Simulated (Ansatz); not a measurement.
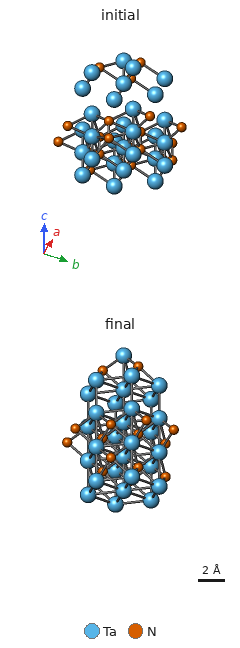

The structure of solid Ta₃N₂ (a generated structure, set up in P-6m2) (coarse preliminary run) before (top) and after (bottom) a relaxation, at one scale.

The picture is a ball-and-stick view of the atoms within 5.8 Å of the atom that moves most (axes of the cell of the calculation), seen from a free direction.

These are results of DFT PBE, scalar-relativistic, plane waves, PAW (Ansatz 0.2.0), not measurements. Settings: plane-wave cutoff 420 eV; k-point mesh 6 × 6 × 4; occupations gaussian; smearing width 0.1 eV; no spin polarisation; cell and atoms relaxed; force threshold 0.04 eV/Å; at most 70 steps.

Describe what moved and what it gained.

Answer. The largest moves relative to the cell, 0.65 Å, are those of Ta atoms. Largest moves by element: Ta 0.65 Å, N 0.56 Å. Cell: a = b 3.403 → 2.940 Å (−13.6 %), c 7.399 → 8.615 Å (+16.4 %). Volume −13.0 %. Among the contacts that change: N–N 1.472 → 2.842 Å, Ta–Ta 1.934 → 2.905 Å, Ta–Ta 3.531 → 2.804 Å, Ta–Ta 3.403 → 2.940 Å. New bonds form: Ta–Ta (3.53 → 2.80 Å). Among the angles between lasting bonds that change: Ta–N–Ta 108.4° → 83.2°, N–Ta–N 95.4° → 81.4°, Ta–N–Ta 95.4° → 81.4°. The space group stays P-6m2 (No. 187). After 9 accepted moves (11 points after the start) the energy has fallen by 4093 meV per atom. Largest force component: 23 eV/Å at the start, 0.012 eV/Å at the end. The pressure goes from 78.08 to −0.09 GPa. At 2 points the geometry stayed and the basis and grid were re-selected for the new cell (energy shift of 6.6 meV per atom at most each time). The run took 100 s on 1 thread of Arm Neoverse N1, with other jobs on the host, peak memory 0.32 GiB.
